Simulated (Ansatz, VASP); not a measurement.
## GaP: VASP beside Ansatz

Aim: how closely do two programs agree when they are given the same cell, functional and k mesh?

Program: Ansatz 0.2.0. Level of theory: plane waves, with VASP 6.6.1 beside it; G0W0 gap at PBE. Results are calculated unless marked as measured.

## Step 1: Set-up

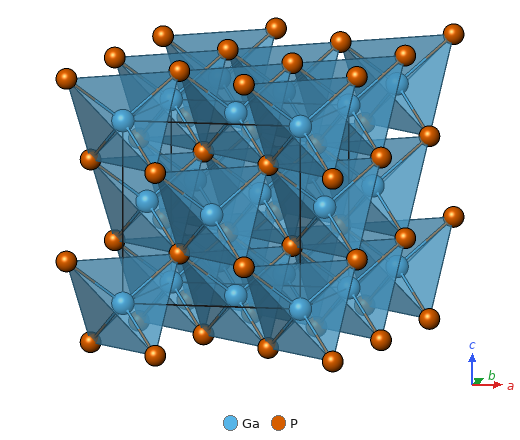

The cell as given, slightly off an axis (gallium blue, phosphorus orange). 1×2×1 cells are drawn. This picture shows the conventional cell, with its axes. Some periodic images of atoms are drawn too.

Coordinates:

```xyz
2
Lattice="0.0000 2.7252 2.7252 2.7252 0.0000 2.7252 2.7252 2.7252 0.0000" Properties=species:S:1:pos:R:3 pbc="T T T"
Ga    0.0000    0.0000    0.0000
P     4.0879    4.0879    4.0879
```

## Step 2: VASP: G0W0 gap, PBE

Quasiparticle shifts depend on high empty states and on the cores, so they are the hardest test of two PAW sets.

Lines of VASP's logs that name or quote its potential files are left out, and so is its time.

Contents of INCAR:

```
SYSTEM = GaP
PREC = Accurate
ENCUT = 430
ISMEAR = 0
SIGMA = 0.01
LREAL = .FALSE.
GGA = PE
NBANDS = 264
ALGO = EVGW0
NELMGW = 1
ENCUTGW = 200
NOMEGA = 48
PRECFOCK = Fast
NBANDSGW = 24
LWAVE = .FALSE.
LCHARG = .FALSE.
```

Contents of POSCAR:

```
GaP
1.0
    0.0000000000      2.7252500000      2.7252500000
    2.7252500000      0.0000000000      2.7252500000
    2.7252500000      2.7252500000      0.0000000000
Ga P
1 1
Direct
    0.0000000000      0.0000000000      0.0000000000
    0.7500000000      0.7500000000      0.7500000000
```

Contents of KPOINTS:

```
Automatic mesh
0
Gamma
6 6 6
0 0 0
```

Potentials, in the order of the species: Ga_d_GW and P_GW (PBE family, release 64).

Run with:

```bash
> mpirun -np 8 vasp_std
```

Numbers of over 12 decimals in the logs are rounded to 6 here.

Output:

```text
[banner, memory and clock lines left out]
running    8 mpi-ranks, on    1 nodes
 distrk:  each k-point on    8 cores,    1 groups
 distr:  one band on    1 cores,    8 groups

 POSCAR found type information on POSCAR GaP
 POSCAR found :  2 types and       2 ions
|                                                                             |
|           W    W    AA    RRRRR   N    N  II  N    N   GGGG   !!!           |
|           W    W   A  A   R    R  NN   N  II  NN   N  G    G  !!!           |
|           W    W  A    A  R    R  N N  N  II  N N  N  G       !!!           |
|           W WW W  AAAAAA  RRRRR   N  N N  II  N  N N  G  GGG   !            |
|           WW  WW  A    A  R   R   N   NN  II  N   NN  G    G                |
|           W    W  A    A  R    R  N    N  II  N    N   GGGG   !!!           |
|                                                                             |
|     For optimal performance we recommend to set                             |
|       NCORE = 2 up to number-of-cores-per-socket                            |
|     NCORE specifies how many cores store one orbital (NPAR=cpu/NCORE).      |
|     This setting can greatly improve the performance of VASP for DFT.       |
|     The default, NCORE=1 might be grossly inefficient on modern             |
|     multi-core architectures or massively parallel machines. Do your        |
|     Unfortunately you need to use the default for GW and RPA                |
|     calculations (for HF NCORE is supported but not extensively tested      |
|     yet).                                                                   |
|                                                                             |

|                                                                             |
|           W    W    AA    RRRRR   N    N  II  N    N   GGGG   !!!           |
|           W    W   A  A   R    R  NN   N  II  NN   N  G    G  !!!           |
|           W    W  A    A  R    R  N N  N  II  N N  N  G       !!!           |
|           W WW W  AAAAAA  RRRRR   N  N N  II  N  N N  G  GGG   !            |
|           WW  WW  A    A  R   R   N   NN  II  N   NN  G    G                |
|           W    W  A    A  R    R  N    N  II  N    N   GGGG   !!!           |
|                                                                             |
|     The default for ENCUTGWSOFT is different in this version of VASP.       |
|     please manually set ENCUTGWSOFT =200 in the INCAR file.                 |
|                                                                             |

 LDA part: xc-table for (Slater+PW92), standard interpolation
 found WAVECAR, reading the header
 POSCAR, INCAR and KPOINTS ok, starting setup
 FFT: planning ... GRIDC
 FFT: planning ... GRID_SOFT
 FFT: planning ... GRID
 reading WAVECAR
 the WAVECAR file was read successfully
 initial charge from wavefunction
 available memory per node:     31.59 GB, setting MAXMEM to     32349

 The Fermi energy was updated, please check that it is located mid-gap
 values below the HOMO (VB) or above the LUMO (CB) will cause erroneous energies
 E-fermi :   5.1885

 calculate exact exchange contribution
 the WAVEDER file was read successfully
energies w=
    0.000    0.000    0.582    0.000    1.161    0.000    1.736    0.000
    2.304    0.000    2.864    0.000    3.415    0.000    3.955    0.000
    4.486    0.000    5.007    0.000    5.518    0.000    6.021    0.000
    6.517    0.000    7.007    0.000    7.492    0.000    7.976    0.000
    8.458    0.000    8.942    0.000    9.430    0.000    9.923    0.000
   10.425    0.000   10.939    0.000   11.466    0.000   12.012    0.000
   12.578    0.000   13.172    0.000   13.797    0.000   14.460    0.000
   15.168    0.000   15.930    0.000   16.757    0.000   17.661    0.000
   18.660    0.000   19.774    0.000   21.031    0.000   22.464    0.000
   24.121    0.000   26.066    0.000   28.386    0.000   31.209    0.000
   34.724    0.000   39.225    0.000   45.196    0.000   53.490    0.000
   65.771    0.000   85.761    0.000  123.883    0.000  224.639    0.000
 responsefunction array rank=     280
 LDA part: xc-table for (Slater+PW92), standard interpolation

 min. memory requirement per mpi rank    358.9 MB, per node   2871.6 MB

 allocating   6 responsefunctions rank=   280
 shmem allocating  48 responsefunctions rank=   280
 response function shared by NCSHMEM nodes    1
 Doing            6  frequencies on each core in blocks of           48
NQ=   1    0.0000    0.0000    0.0000,
|.........|.........|.........|.........|.........|.........|.........|.........
 performed       1194000 updates of chi_q(r,r)
 total number of BLAS operations        640.86 Gflops
NQ=   2    0.1667    0.0000    0.0000,
|.........|.........|.........|.........|.........|.........|.........|.........
 performed       3249000 updates of chi_q(r,r)
 total number of BLAS operations       1875.64 Gflops
NQ=   3    0.3333    0.0000    0.0000,
|.........|.........|.........|.........|.........|.........|.........|.........
 performed       5304000 updates of chi_q(r,r)
 total number of BLAS operations       2953.52 Gflops
NQ=   4    0.5000    0.0000    0.0000,
|.........|.........|.........|.........|.........|.........|.........|.........
 performed       7055000 updates of chi_q(r,r)
 total number of BLAS operations       3945.10 Gflops
NQ=   5    0.1667    0.1667    0.0000,
|.........|.........|.........|.........|.........|.........|.........|.........
 performed       9110000 updates of chi_q(r,r)
 total number of BLAS operations       5108.83 Gflops
NQ=   6    0.3333    0.1667    0.0000,
|.........|.........|.........|.........|.........|.........|.........|.........
 performed      12255000 updates of chi_q(r,r)
 total number of BLAS operations       6796.96 Gflops
NQ=   7    0.5000    0.1667    0.0000,
|.........|.........|.........|.........|.........|.........|.........|.........
 performed      15400000 updates of chi_q(r,r)
 total number of BLAS operations       8485.08 Gflops
NQ=   8   -0.3333    0.1667    0.0000,
|.........|.........|.........|.........|.........|.........|.........|.........
 performed      18545000 updates of chi_q(r,r)
 total number of BLAS operations      10160.19 Gflops
NQ=   9   -0.1667    0.1667    0.0000,
|.........|.........|.........|.........|.........|.........|.........|.........
 performed      21285000 updates of chi_q(r,r)
 total number of BLAS operations      11746.45 Gflops
NQ=  10    0.3333    0.3333    0.0000,
|.........|.........|.........|.........|.........|.........|.........|.........
 performed      23340000 updates of chi_q(r,r)
 total number of BLAS operations      12910.18 Gflops
NQ=  11    0.5000    0.3333    0.0000,
|.........|.........|.........|.........|.........|.........|.........|.........
 performed      26485000 updates of chi_q(r,r)
 total number of BLAS operations      14624.47 Gflops
NQ=  12   -0.3333    0.3333    0.0000,
|.........|.........|.........|.........|.........|.........|.........|.........
 performed      29225000 updates of chi_q(r,r)
 total number of BLAS operations      16061.11 Gflops
NQ=  13    0.5000    0.5000    0.0000,
|.........|.........|.........|.........|.........|.........|.........|.........
 performed      30799000 updates of chi_q(r,r)
 total number of BLAS operations      16873.68 Gflops
NQ=  14    0.5000    0.3333    0.1667,
|.........|.........|.........|.........|.........|.........|.........|.........
 performed      34324000 updates of chi_q(r,r)
 total number of BLAS operations      18780.45 Gflops
NQ=  15   -0.3333    0.3333    0.1667,
|.........|.........|.........|.........|.........|.........|.........|.........
 performed      37647000 updates of chi_q(r,r)
 total number of BLAS operations      20550.04 Gflops
NQ=  16   -0.3333    0.5000    0.1667,
|.........|.........|.........|.........|.........|.........|.........|.........
 performed      40399000 updates of chi_q(r,r)
 total number of BLAS operations      22015.96 Gflops
 resolving degeneracies of screened two electron integrals

 calculate QP shifts <psi_nk| G(iteration)W_0 |psi_nk>: iteration 1
 entering main loop
```

OUTCAR, selected parts (step 2):

```text
ion  position               nearest neighbor table
   1  0.000  0.000  0.000-   2 2.36   2 2.36   2 2.36   2 2.36
   2  0.750  0.750  0.750-   1 2.36   1 2.36   1 2.36   1 2.36

  LATTYP: Found a face centered cubic cell.
 ALAT       =     5.4505000000

 Subroutine GETGRP returns: Found 24 space group operations
 (whereof 24 operations were pure point group operations)

The static configuration has the point symmetry T_d .

 Found     16 irreducible k-points:

   k-points           NKPTS =     16   k-points in BZ     NKDIM =    216   number of bands    NBANDS=    264

   dimension x,y,z NGX =    28 NGY =   28 NGZ =   28
   dimension x,y,z NGXF=    56 NGYF=   56 NGZF=   56

   ENCUT  =  430.0 eV  31.60 Ry    5.62 a.u.   6.52  6.52  6.52*2*pi/ulx,y,z

   NELECT =      18.0000    total number of electrons

  energy-cutoff  :      430.00
  volume of cell :       40.48
      direct lattice vectors                 reciprocal lattice vectors
     0.000000000  2.725250000  2.725250000    -0.183469406  0.183469406  0.183469406
     2.725250000  0.000000000  2.725250000     0.183469406 -0.183469406  0.183469406
     2.725250000  2.725250000  0.000000000     0.183469406  0.183469406 -0.183469406

 k-points in reciprocal lattice and weights: Automatic mesh
   0.00000000  0.00000000  0.00000000       0.005
   0.16666667  0.00000000  0.00000000       0.037
   0.33333333  0.00000000  0.00000000       0.037
   0.50000000  0.00000000  0.00000000       0.019
   0.16666667  0.16666667  0.00000000       0.028
   0.33333333  0.16666667  0.00000000       0.111
   0.50000000  0.16666667  0.00000000       0.111
  -0.33333333  0.16666667  0.00000000       0.111
  -0.16666667  0.16666667  0.00000000       0.056
[...]
-0.33333333  0.33333333  0.16666667       0.111
  -0.33333333  0.50000000  0.16666667       0.056

 E-fermi :   5.1885

 QP shifts <psi_nk| G(iteration)W_0 |psi_nk>: iteration 1
 for sc-GW calculations column KS-energies equals QP-energies in previous step
 and V_xc(KS)=  KS-energies - (<T + V_ion + V_H > + <T+V_H+V_ion>^1  + <V_x>^1)
 k-point   1 :       0.0000    0.0000    0.0000
  band No.  KS-energies  QP-energies   sigma(KS)   V_xc(KS)     V^pw_x(r,r')   Z            occupation Imag(sigma)
    ...
      6      -8.1293      -8.6899     -12.2426     -11.3657     -18.6847       0.6394       2.0000       0.9500
      7       4.3650       3.6981     -13.4862     -12.6105     -14.3547       0.7617       2.0000      -0.0039
      8       4.3650       3.6981     -13.4862     -12.6105     -14.3547       0.7617       2.0000      -0.0039
      9       4.3650       3.6981     -13.4862     -12.6105     -14.3547       0.7617       2.0000      -0.0039
     10       6.1861       6.4158     -11.3302     -11.6286      -7.1651       0.7701       0.0000      -0.1030
     11       8.2449       8.3664     -10.3307     -10.4894      -5.9230       0.7647       0.0000      -0.1109
     12       8.2449       8.3664     -10.3307     -10.4894      -5.9230       0.7647       0.0000      -0.1109
     13       8.2449       8.3664     -10.3307     -10.4894      -5.9230       0.7647       0.0000      -0.1109
    ...

 k-point   2 :       0.1667    0.0000    0.0000
  band No.  KS-energies  QP-energies   sigma(KS)   V_xc(KS)     V^pw_x(r,r')   Z            occupation Imag(sigma)
    ...
      6      -7.7733      -8.3652     -12.4635     -11.5539     -18.8044       0.6507       2.0000       0.9125
      7       1.9759       1.3118     -12.7988     -11.9046     -14.3439       0.7427       2.0000       0.0151
      8       3.9940       3.3147     -13.2644     -12.3719     -14.2198       0.7612       2.0000      -0.0023
      9       3.9940       3.3147     -13.2644     -12.3719     -14.2198       0.7612       2.0000      -0.0023
     10       6.7746       6.9625     -10.8907     -11.1354      -6.7128       0.7683       0.0000      -0.1031
     11       8.7936       8.9243     -10.4975     -10.6697      -5.9183       0.7592       0.0000      -0.1189
     12       8.7936       8.9243     -10.4975     -10.6697      -5.9183       0.7592       0.0000      -0.1189
     13       9.3895       9.4822     -10.8855     -11.0088      -6.1464       0.7522       0.0000      -0.1295
    ...

 k-point   3 :       0.3333    0.0000    0.0000
  band No.  KS-energies  QP-energies   sigma(KS)   V_xc(KS)     V^pw_x(r,r')   Z            occupation Imag(sigma)
    ...
      6      -6.8267      -7.4602     -12.9318     -11.9842     -18.9774       0.6684       2.0000       0.8114
      7      -0.8448      -1.5435     -12.2630     -11.2800     -15.1885       0.7108       2.0000       0.1277
      8       3.4580       2.7520     -13.0776     -12.1442     -14.2290       0.7563       2.0000       0.0015
      9       3.4580       2.7520     -13.0776     -12.1442     -14.2290       0.7563       2.0000       0.0015
     10       6.2599       6.4152     -10.6555     -10.8563      -6.6479       0.7734       0.0000      -0.1024
     11       9.1700       9.2934     -10.2723     -10.4352      -5.5964       0.7577       0.0000      -0.1267
     12       9.1700       9.2934     -10.2723     -10.4352      -5.5964       0.7577       0.0000      -0.1267
     13      11.9614      11.9792     -10.3959     -10.4200      -4.7456       0.7357       0.0000      -0.2397
    ...

 k-point   4 :       0.5000    0.0000    0.0000
  band No.  KS-energies  QP-energies   sigma(KS)   V_xc(KS)     V^pw_x(r,r')   Z            occupation Imag(sigma)
    ...
      6      -6.0641      -6.7133     -13.4146     -12.4586     -19.2464       0.6790       2.0000       0.7281
      7      -2.2708      -2.9685     -11.7378     -10.7445     -15.2793       0.7024       2.0000       0.2444
      8       3.2464       2.5304     -13.0283     -12.0771     -14.2642       0.7527       2.0000       0.0033
      9       3.2464       2.5304     -13.0283     -12.0771     -14.2642       0.7527       2.0000       0.0033
     10       6.0334       6.1802     -10.6620     -10.8515      -6.7241       0.7747       0.0000      -0.1019
     11       9.0741       9.1844     -10.0842     -10.2292      -5.4677       0.7601       0.0000      -0.1254
     12       9.0741       9.1844     -10.0842     -10.2292      -5.4677       0.7601       0.0000      -0.1254
     13      12.6465      12.4583      -8.6296      -8.3775      -3.0582       0.7468       0.0000      -0.2658
    ...

[... 4 further parts left out ...]
```

[end of part 1 of 2]

[Lines on the potential files, build, host, timing and source positions are cut from VASP's logs without a mark.]

[Logs are printed without paths, hosts, clocks, repeated set-up lines and the standing remarks that a program may print on its own settings, such as how far it seeks lower states.]

[Hosts, paths, dates, database ids (printed as entryN), source tags and the programs' standing remarks are cut or masked in the printed files.]
